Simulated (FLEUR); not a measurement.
```xyz
8
Lattice="4.4226 0.0000 0.0000 0.0000 4.4226 0.0000 0.0000 0.0000 4.4226" Properties=species:S:1:pos:R:3 pbc="T T T"
Ta    2.2113    0.0000    0.0000
Ta    0.0000    2.2113    0.0000
Ta    0.0000    0.0000    2.2113
Ta    2.2113    2.2113    2.2113
N     0.0000    0.0000    0.0000
N     2.2113    2.2113    0.0000
N     2.2113    0.0000    2.2113
N     0.0000    2.2113    2.2113
```

Space group Fm-3m; a structure from a database of computed crystals, not necessarily the ambient phase.

Theory: Kohn-Sham DFT of a periodic cell, SCAN, all-electron (FLEUR).

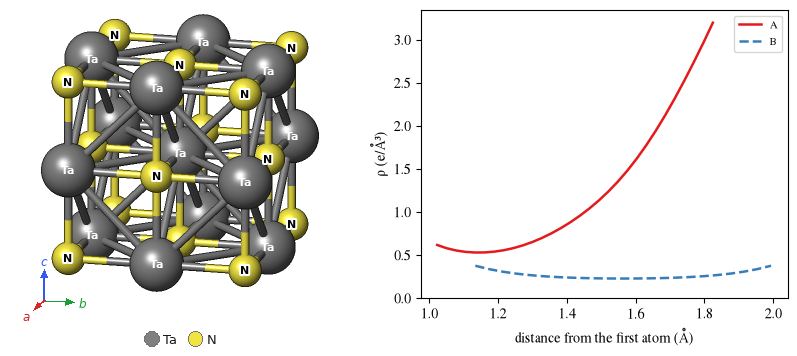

TaN. Total electron density along straight lines between neighbouring atoms. The curves leave out the atomic cores. The structure is drawn too.

The calculation treats all electrons.

Which curve belongs to which contact (Ta–N and Ta–Ta)? The first atom named is at distance zero.

Answer. Curve A: Ta–N (2.21 Å): ρ at the midpoint is about 0.54 e/Å³. Curve B: Ta–Ta (3.13 Å): ρ at the midpoint is about 0.23 e/Å³.
